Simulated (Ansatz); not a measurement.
**Single-point calculation of ZrSiO₄**

ZrSiO₄ (I4₁/amd, 12 atoms in the cell), computed with DFT PBE, scalar-relativistic, plane waves, PAW, no spin polarisation (Ansatz 0.2.0).

The structure derives from an entry of the Crystallography Open Database. It belongs to a series of runs on one base structure; here: the database's cell and atoms. Figures and captions count atoms from 1; the log counts them from 0 in places.

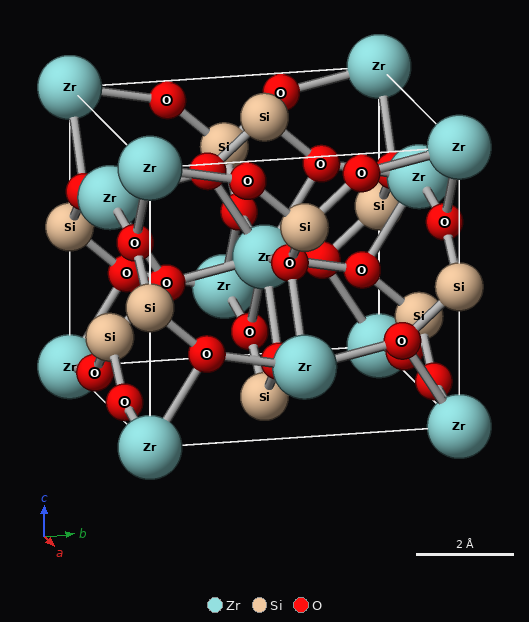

**Figure 1.** The input geometry (ball-and-stick view of the cell 2 times as large as that of the calculation, set on its symmetry axes, seen slightly off an axis).

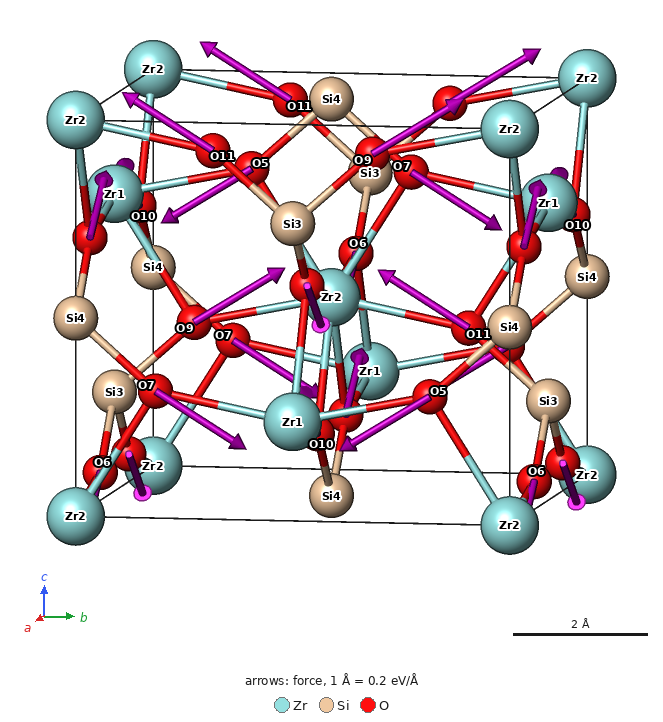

**Figure 2.** Forces on the atoms as pink arrows (ball-and-stick view of the cell 2 times as large as that of the calculation, set on its symmetry axes, seen slightly off an axis; atoms are numbered from 1 in the order of the input). The largest act on all 8 O atoms (0.33 eV/Å). The geometry is not a stationary point of this energy.

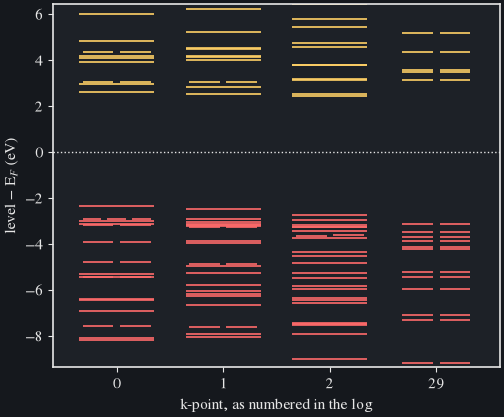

**Figure 3.** Kohn–Sham levels near the Fermi level (dotted) at the few k-points that the log prints; levels within 0.02 eV of each other stand side by side. Among these points the highest filled and lowest empty levels are 4.81 eV apart; the gap on the full mesh, 4.74 eV, has an edge at a point that isn't printed.

These pictures come from the run below.

### Input
```yaml
crystal:
  lattice:
    - [-3.3035, 3.3035, 2.991]
    - [3.3035, -3.3035, 2.991]
    - [3.3035, 3.3035, -2.991]
  atoms:
    - { symbol: Zr, position: [0.75, 0.25, 0.5] }
    - { symbol: Zr, position: [0.0, 0.0, 0.0] }
    - { symbol: Si, position: [0.25, 0.75, 0.5] }
    - { symbol: Si, position: [0.5, 0.5, 0.0] }
    - { symbol: O, position: [0.1364, 0.3203, 0.8161] }
    - { symbol: O, position: [0.0703, 0.7542, 0.6839] }
    - { symbol: O, position: [0.5042, 0.3203, 0.1839] }
    - { symbol: O, position: [0.0703, 0.3864, 0.3161] }
    - { symbol: O, position: [0.6136, 0.9297, 0.6839] }
    - { symbol: O, position: [0.6797, 0.8636, 0.1839] }
    - { symbol: O, position: [0.2458, 0.9297, 0.3161] }
    - { symbol: O, position: [0.6797, 0.4958, 0.8161] }
basis:
  ecutwfc: 420
kpoints:
  mp_grid: { grid: [6, 6, 6] }
hamiltonian:
  xc: pbe
scf:
  occupations: { method: gaussian, width: 0.02 }
output:
  forces: true
  stress: true
  eigenvalues: true
  populations: true
```

Launch command:
```bash
ansatz run input.yaml --threads 2 --pin off --max-ram 5120MiB --backend cpu --events-out ev --progress --plain --runs-dir out
```

### The program's output
```
Engine: ansatz 0.2.0, x86_64-unknown-linux-gnu
Pseudopotentials: kind: paw
Pseudopotential: Zr, paw, valence charge 12, recommended cutoff 420 eV (normal), Zr.paw.azcp
Pseudopotential: Si, paw, valence charge 4, recommended cutoff 420 eV (normal), Si.paw.azcp
Pseudopotential: O, paw, valence charge 6, recommended cutoff 420 eV (normal), O.paw.azcp
Functional definition: PBE
  parameter kappa = 0.804
  parameter beta = 0.06672455060314922
  exchange = pbe_x(kappa = kappa, mu = beta*pi^2/3)
  correlation = pbe_c(beta = beta)
Crystal: 12 atoms, lattice volume = 130.564 Å³
Basis set: ecut = 420 eV, 2529 PW (Γ), exchange–correlation on 80×80×80 points (8 copies of the dense FFT grid, shifted against one another)
Bands: 52, of which v1, the nominal top of the filled ones, is band 40 counted from 1 (39 counted from 0)
Symmetry: 16 space group operations
Space group: I41/amd (ITA 141), of the structure as read, at distance tolerance 5.1e-5 Å
k-points: 30 of 216
Non-local potential: Zr, projectors of the file, l = 0: 3, l = 1: 2, l = 2: 2, l = 3: 2
Non-local potential: Si, projectors of the file, l = 0: 2, l = 1: 2, l = 2: 2
Non-local potential: O, projectors of the file, l = 0: 2, l = 1: 2, l = 2: 1
PAW form: soft (Blöchl's): semilocal exchange-correlation on the pseudo side does not see the compensation charge
PAW one-centre angular grid: Zr, 590 points (default); XC on 64 Gauss nodes
PAW one-centre angular grid: Si, 110 points (default); XC on 64 Gauss nodes
PAW one-centre angular grid: O, 110 points (default); XC on 64 Gauss nodes
Initial density: superposition of atomic densities (neutral atoms: chi_scale 0, normalization atom), corrected by the library's trained network
Initial wavefunctions: pseudopotential atomic-orbital guess
Functional: x = pbe(κ = 0.804, μ = 0.2195149727645171), c = pbe(β = 0.06672455060314922)
SCF iter   1: F=—  HF=-14196.361076 eV  |F-HF|=—  |Δ(HF+E_count)|=         —  Δρ=2.52e-3  dr2=2.75e-3  ethr=1.77e-3  ⟨swp⟩=6.2  Hψ=6494  notcnv=0  defer=10
preconditioner: auto → Resta (q_TF=auto, 2.514 Å⁻¹)  ε∞=4.0  [insulator: Δε(μ)=4.721 eV  Ē_g=16.326 eV  σ=0.020 eV  W_gap=1.00  n_scr=42 (ndim 8)  ℏωp=28.3 eV  f_vac=0.006  D(μ)=0.00/eV (n_scr^D=0)  ε∞_Penn≈4.0]
SCF iter   2: F=—  HF=-14196.362220 eV  |F-HF|=—  |Δ(HF+E_count)|=   1.14e-3  Δρ=1.40e-3  dr2=6.28e-4  ethr=3.43e-6  ⟨swp⟩=2.0  Hψ=3202  notcnv=0  defer=158
SCF iter   3: F=—  HF=-14196.363125 eV  |F-HF|=—  |Δ(HF+E_count)|=   9.04e-4  Δρ=4.54e-4  dr2=6.68e-5  ethr=7.85e-7  ⟨swp⟩=2.2  Hψ=2485  notcnv=0  defer=158
SCF iter   4: F=—  HF=-14196.363298 eV  |F-HF|=—  |Δ(HF+E_count)|=   1.73e-4  Δρ=1.10e-4  dr2=1.54e-5  ethr=8.35e-8  ⟨swp⟩=2.0  Hψ=2590  notcnv=0  defer=158
SCF iter   5: F=—  HF=-14196.363299 eV  |F-HF|=—  |Δ(HF+E_count)|=   1.46e-6  Δρ=4.58e-5  dr2=3.23e-6  ethr=1.92e-8  ⟨swp⟩=2.0  Hψ=2272  notcnv=0  defer=158
SCF iter   6: F=-14196.363299 eV  HF=-14196.363299 eV  |F-HF|=4.34e-8  |Δ(HF+E_count)|=   3.20e-7  Δρ=6.50e-6  dr2=5.08e-8  ethr=1.25e-10  ⟨swp⟩=9.1  Hψ=7514  notcnv=0
SCF 1 converged in 6 iterations: F = -14196.363299 eV  dr2 = 5.08e-8
  greatest PAW one-centre occupation: 0.995 electrons in one spin orbital (limit 2), on the Zr atom at site 1 (counted from 0), in its partial waves of l = 0
SCF converged after 6 iterations
Free energy (F): -14196.363299 eV
Harris-Foulkes:  -14196.363299 eV  (|F-HF|=4.34e-8)
Internal energy: -14196.363299 eV  (E = F + TS)
E sigma→0 (E₀):  -14196.363299 eV
Fermi energy:    10.469619 eV
--- Per-component energies (eV) ---
  E_band       = -264.009521
  E_kinetic    = 2182.319429
  E_local      = -4297.812456  (includes V_loc(G=0)·N_el)
  E_nonlocal   = 583.700790
  E_hartree    = 1481.201653
  E_xc         = -1033.982442
  E_vxc        = -1241.842767  (∫ρ·V_xc dr)
  E_paw        = -8199.968243  (= ΣΔE_a)
  E_vpaw       = -452.793078  (= ΣTr[D̂ρ^β])
  E_aug_tail   = 0.020062  (compensation charges beyond the density's cutoff)
  E_ewald      = -4911.842090
  E_smearing   = -0.000000  (= −TS)
  E_closure    = -0.000000  (closes the sum)
  Σ components = -14196.363299   (vs F -14196.363299, Δ=0.00e0)
--- Forces (eV/Å), atoms counted from 1 ---
  atom   1  Zr     0.00000000     0.00000000     0.00000000
  atom   2  Zr     0.00000000     0.00000000     0.00000000
  atom   3  Si     0.00000000     0.00000000     0.00000000
  atom   4  Si     0.00000000     0.00000000     0.00000000
  atom   5  O      0.00000000    -0.27832930    -0.17144322
  atom   6  O      0.27832930    -0.00000000    -0.17144322
  atom   7  O     -0.00000000     0.27832930    -0.17144322
  atom   8  O     -0.27832930    -0.00000000    -0.17144322
  atom   9  O      0.00000000     0.27832930     0.17144322
  atom  10  O      0.27832930    -0.00000000     0.17144322
  atom  11  O     -0.00000000    -0.27832930     0.17144322
  atom  12  O     -0.27832930    -0.00000000     0.17144322
  max |Σ_I F_I| component: 8.33e-17 eV/Å
--- Stress (GPa, compression-positive) ---
        6.550599      -0.000000      -0.000000
       -0.000000       6.550599      -0.000000
       -0.000000      -0.000000       6.930222
  P = ⅓ Tr σ = 6.6771 GPa (66.771 kbar)
--- Band table (eV; the first three rows and the last of 30) ---
  k-point 0: bands = ["-39.4812", "-39.4525", "-17.7645", "-17.7645", "-17.6402", "-17.5931", "-17.4769", "-17.4769", "-10.9118", "-10.0335", "-9.1416", "-8.9448", "-8.5835", "-8.5835", "-8.3957", "-8.3957", "0.7146", "2.2893", "2.3635", "2.8653", "2.8653", "3.5278", "4.0277", "4.0617", "5.0029", "5.0373", "5.0373", "5.1523", "5.6879", "5.6879", "6.5237", "6.5237", "7.2606", "7.2606", "7.3060", "7.4398", "7.5432", "7.5567", "7.5567", "8.0996", "13.0699", "13.4391", "13.5264", "13.5264", "14.3667", "14.5562", "14.6432", "14.8178", "14.8178", "15.2787", "16.4730", "17.6886"]
  k-point 1: bands = ["-39.4792", "-39.4544", "-17.7747", "-17.7480", "-17.6295", "-17.6074", "-17.4996", "-17.4627", "-10.8114", "-10.0331", "-9.0934", "-8.9266", "-8.6404", "-8.6146", "-8.4970", "-8.4473", "0.9214", "2.4213", "2.5354", "2.8374", "2.8526", "3.7784", "4.1702", "4.2565", "4.4277", "4.6514", "5.1800", "5.4875", "5.5722", "5.5739", "6.4891", "6.6013", "7.1938", "7.2035", "7.2491", "7.2938", "7.3286", "7.4058", "7.5515", "7.9833", "13.0003", "13.2681", "13.5140", "13.5213", "14.4758", "14.5887", "14.6517", "14.9459", "14.9724", "15.6763", "16.6794", "17.7447"]
  k-point 2: bands = ["-39.4740", "-39.4597", "-17.7763", "-17.7014", "-17.6943", "-17.5586", "-17.5442", "-17.4586", "-10.5501", "-10.0726", "-8.9606", "-8.8733", "-8.7621", "-8.7091", "-8.6935", "-8.5868", "1.4648", "2.5347", "2.9457", "2.9744", "3.0000", "3.8647", "4.0301", "4.1140", "4.5128", "4.6252", "4.9669", "5.1934", "5.6058", "5.9283", "6.1132", "6.7061", "6.8197", "6.8333", "7.0264", "7.1831", "7.2141", "7.3022", "7.4797", "7.7102", "12.9099", "13.0011", "13.5912", "13.6154", "14.2291", "14.2599", "15.0203", "15.1987", "15.8774", "16.2353", "16.8812", "17.6195"]
  k-point 29: bands = ["-39.4668", "-39.4668", "-17.7862", "-17.7862", "-17.6197", "-17.6197", "-17.4595", "-17.4595", "-10.4392", "-10.4392", "-9.0949", "-9.0949", "-8.4987", "-8.4987", "-8.4908", "-8.4908", "1.2847", "1.2847", "3.1515", "3.1515", "3.3439", "3.3439", "4.4772", "4.4772", "5.0308", "5.0308", "5.2476", "5.2476", "6.2334", "6.2334", "6.3152", "6.3152", "6.5665", "6.5665", "6.7490", "6.7490", "6.9863", "6.9863", "7.3397", "7.3397", "13.5873", "13.5873", "13.9551", "13.9551", "14.0278", "14.0278", "14.7932", "14.7932", "15.6519", "15.6519", "17.6193", "17.6193"]
--- Löwdin populations: 12 sites ---
  site symbol       q [e]
     0     Zr     10.4441
     1     Zr     10.4441
     2     Si      2.3403
     3     Si      2.3403
     4      O      6.7238
     5      O      6.7238
     6      O      6.7238
     7      O      6.7238
     8      O      6.7238
     9      O      6.7238
    10      O      6.7238
    11      O      6.7238
  spilling = 0.008009 (of n_electrons = 80.000000)
```

### File populations.tsv
```
# site	symbol	l	j	q
# orbitals = lowdin
# n_electrons = 80.000000
# spilling = 0.008009
0	Zr	0_4S	-	1.951543
0	Zr	0_5S	-	0.382909
0	Zr	1_4P	-	5.982991
0	Zr	2_4D	-	2.126624
1	Zr	0_4S	-	1.951543
1	Zr	0_5S	-	0.382909
1	Zr	1_4P	-	5.982991
1	Zr	2_4D	-	2.126624
2	Si	0_3S	-	0.719777
2	Si	1_3P	-	1.620538
3	Si	0_3S	-	0.719777
3	Si	1_3P	-	1.620538
4	O	0_2S	-	1.657218
4	O	1_2P	-	5.066596
5	O	0_2S	-	1.657218
5	O	1_2P	-	5.066596
6	O	0_2S	-	1.657218
6	O	1_2P	-	5.066596
7	O	0_2S	-	1.657218
7	O	1_2P	-	5.066596
8	O	0_2S	-	1.657218
8	O	1_2P	-	5.066596
9	O	0_2S	-	1.657218
9	O	1_2P	-	5.066596
10	O	0_2S	-	1.657218
10	O	1_2P	-	5.066596
11	O	0_2S	-	1.657218
11	O	1_2P	-	5.066596
```

### Summary

```csv
quantity,value
outcome,converged
space group (tolerance 0.01 Å),I4₁/amd (141)
electrons treated,80
free energy,−14196.3633 eV
Fermi energy,10.470 eV
gap on the k-point mesh,4.74 eV
pressure,6.68 GPa
largest force (length of the vector),0.327 eV/Å
hardware,"2 threads of AMD EPYC (Zen 5), 24 GiB of memory available, shared host"
wall time,2.7 s (CPU time 5.1 s)
peak memory,0.57 GiB
```

### Notes

The cell is under a pressure of 6.7 GPa at this level, so it is not at its equilibrium volume.
